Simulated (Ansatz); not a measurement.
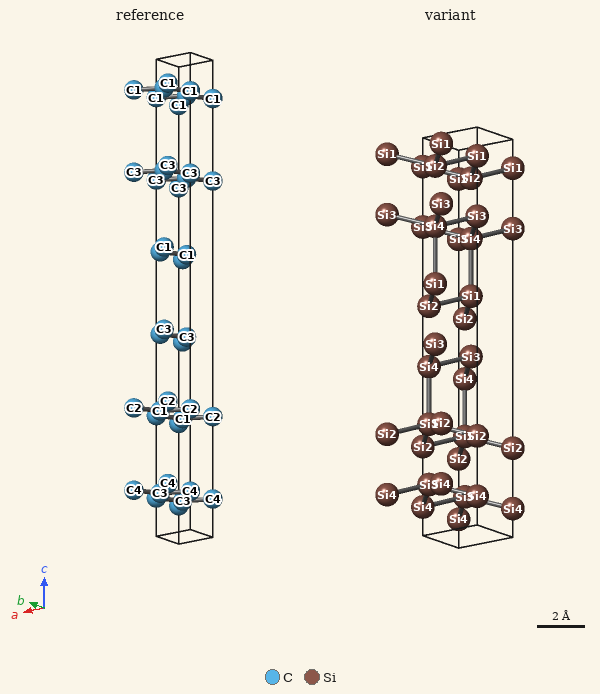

Left: crystalline C (set up in R-3m). Right: the same structure after one change, at the same scale. Style: ball-and-stick. Shown: the conventional cell (3 times the calculation's cell), repeated 1 × 2 × 1 with one cell outlined, from a free direction. Lengths and directions refer to the drawn axes.

These are results of DFT LDA, scalar-relativistic, plane waves, PAW in Ansatz, not measurements. Set-up: plane-wave cutoff 420 eV; occupations gaussian; no spin polarisation. The k-mesh is chosen for each cell (18×18×18, 12×12×12). Smearing widths differ between the runs.

**What was changed?**

Every carbon atom is replaced by silicon, which gives Si. Cell and atoms are relaxed again (to zero pressure within 0.1 GPa, forces under 0.01 eV/Å).

**And its effect?**

The volume per atom goes from 8.94 to 18.91 Å³. The volume changes by +111.5 %, with a = b 2.445 → 3.893 Å (+59.2 %), c 20.727 → 17.288 Å (−16.6 %). The space group stays R-3m (No. 166). The gap on the k-mesh of 0.23 eV closes: the variant is metallic.
